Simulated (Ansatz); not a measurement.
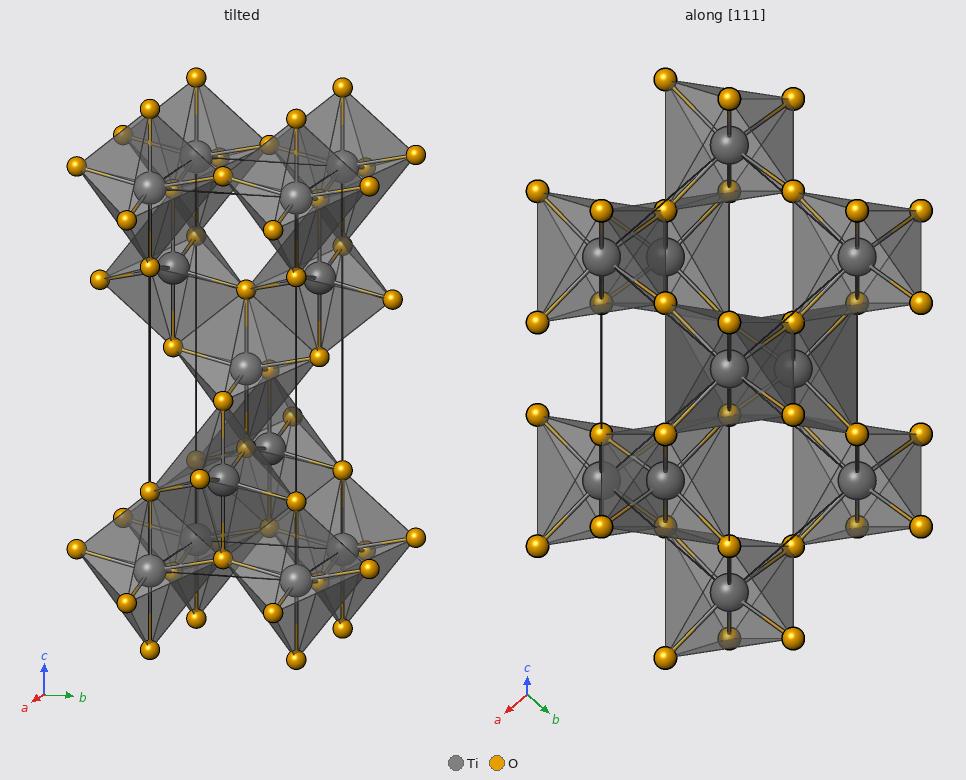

This polyhedral model is shown slightly off an axis and along [111]. Atoms at the boundary of the conventional unit cell (the box) are drawn once for each face, edge or corner they touch. Some atoms of the next cells are drawn as well. Cell: a = 3.799 Å, b = 3.799 Å, c = 9.698 Å, α = 90.00°, β = 90.00°, γ = 90.00°.

The stoichiometry is TiO$_{2}$. Space group I4_1/amd (No. 141), lattice body-centred tetragonal. Among the common structure types it is anatase. With Z = 4, the cell contains 4 Ti, 8 O. Each Ti is bonded to six O at about 1.9 to 2.0 Å. O is coordinated by three Ti at about 1.9 to 2.0 Å. Not all metal-metal contacts are counted. The bonds build a three-dimensional framework.

Provenance: a structure listed in the Materials Project. Earlier steps of the study, as a rule a relaxation of our own, may have changed the cell and positions, so they can lie some per cent off the listed ones. It was the input of a calculation with Ansatz.
